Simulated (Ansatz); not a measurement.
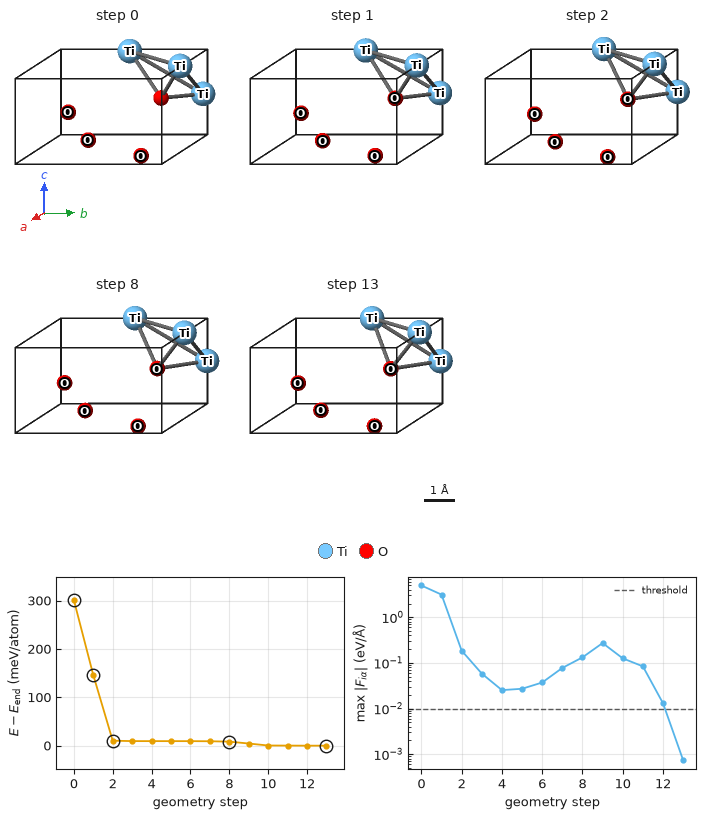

Frames of a relaxation of solid Ti$_{3}$O$_{4}$ (set up in P1), marked on the history of the run. A ball-and-stick model of the cell of the calculation, seen slightly off an axis.

Case: all Ti atoms moved 0.3 Å in one direction; relaxed back.

Level of theory: DFT PBEsol, scalar-relativistic, plane waves, PAW in Ansatz. Settings: plane-wave cutoff 420 eV; k-point mesh 8 × 8 × 12; occupations gaussian; smearing width 0.15 eV; no spin polarisation; atoms relaxed in a fixed cell; force threshold 0.01 eV/Å; at most 80 steps.

Question: What happens along the run?

Answer: A Ti atom moves most: 0.26 Å roughly along [0 2 1]. By element the largest moves are Ti 0.26 Å, O 0.20 Å. The lattice vectors keep their values. Near-neighbour distances that change, for instance: O–Ti 2.290 → 2.013 Å, O–Ti 1.752 → 2.025 Å, O–Ti 1.819 → 2.083 Å, O–Ti 2.363 → 2.099 Å. Among the angles between lasting bonds that change: Ti–O–Ti 160.1° → 176.9°, Ti–O–Ti 161.1° → 176.9°, Ti–O–Ti 99.8° → 84.1°. The space group (tolerance 0.01 Å) goes from P1 (No. 1) to Amm2 (No. 38). Over 13 geometry steps the energy falls by 301 meV per atom. The largest force component goes from 5 to 0.00074 eV/Å. From step 0 to 1: an O atom moves most (0.09 Å), energy −155 meV per atom. From step 1 to 2: a Ti atom moves most (0.12 Å), energy −136 meV per atom. From step 2 to 8: a Ti atom moves most (0.04 Å), energy −2.0 meV per atom. From step 8 to 13: a Ti atom moves most (0.08 Å), energy −8.3 meV per atom.

| step | E − E(0), meV/atom | largest force component, eV/Å |
| --- | --- | --- |
| 0 | 0.00 | 4.9681 |
| 1 | -155.15 | 3.1366 |
| 2 | -290.95 | 0.1857 |
| 3 | -291.78 | 0.0584 |
| 4 | -291.83 | 0.0253 |
| 5 | -291.84 | 0.0271 |
| 6 | -291.87 | 0.0372 |
| 7 | -292.08 | 0.0777 |
| 8 | -292.91 | 0.1323 |
| 9 | -296.79 | 0.2722 |
| 10 | -300.89 | 0.1259 |
| 11 | -301.07 | 0.0840 |
| 12 | -301.23 | 0.0131 |
| 13 | -301.23 | 0.0007 |
